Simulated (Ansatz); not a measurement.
Ti$_{8}$Si$_{16}$H (cell with a defect)

```
CELL_PARAMETERS angstrom
0.00000 0.00000 -7.15844
-1.77380 -6.78034 -3.57922
-7.09522 0.00000 -3.57922
ATOMIC_POSITIONS crystal
Ti 0.20531 0.78834 0.05297
Ti 0.70373 0.79206 0.05227
Ti 0.95431 0.79215 0.55113
Ti 0.45334 0.79196 0.55322
Ti 0.04827 0.20668 0.44830
Ti 0.54860 0.20665 0.44837
Ti 0.80133 0.20512 0.94846
Ti 0.29691 0.20524 0.94845
Si 0.45775 0.11589 0.22046
Si 0.95096 0.11826 0.23167
Si 0.21223 0.11873 0.70865
Si 0.70715 0.11617 0.72138
Si 0.79539 0.87811 0.28127
Si 0.29705 0.87814 0.28131
Si 0.54745 0.87848 0.77992
Si 0.04598 0.87846 0.77999
Si 0.68833 0.49949 0.37568
Si 0.18909 0.49822 0.37546
Si 0.43945 0.49759 0.87551
Si 0.93755 0.50219 0.87440
Si 0.56454 0.49854 0.12545
Si 0.06328 0.49866 0.12535
Si 0.31378 0.49922 0.62512
Si 0.81376 0.49920 0.62505
H 0.09385 0.08556 0.97861
```

Computed without spin polarisation.

These are results of DFT PBE, scalar-relativistic, plane waves, PAW (Ansatz 0.2.0), not measurements.

> Predict the valence pseudo-density and electron localisation function between the atoms.

Ti–H (1.95 Å): ρ at the midpoint is about 0.41 e/Å³; the ELF climbs to about 1 towards the hydrogen.
Si–Si (2.40 Å): the density is about 0.44 e/Å³ at the midpoint; the ELF peaks at about 0.75 between the atoms.
Ti–Si (2.53 Å): ρ is about 0.34 e/Å³ halfway; the ELF peaks at about 0.75 in the valence shell of Si, 0.9 Å from its nucleus, and is about 0.40 at the midpoint.

> Does the calculation give a band gap?

It is gapless in this calculation (a metal or semimetal).

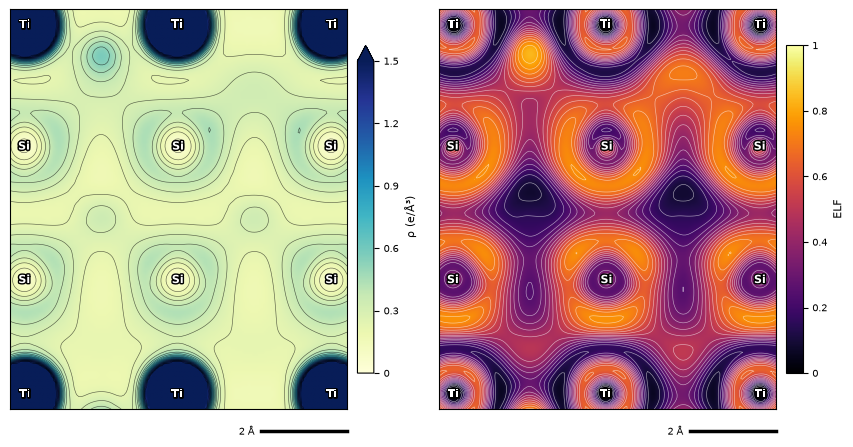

Computed valence pseudo-density and electron localisation function on the (011) plane of the calculation cell, in this order. Atoms just off the plane (H, 0.5 Å away) can leave unmarked features too.

In a PAW calculation such maps are meaningful between the atoms, not at the nuclei.
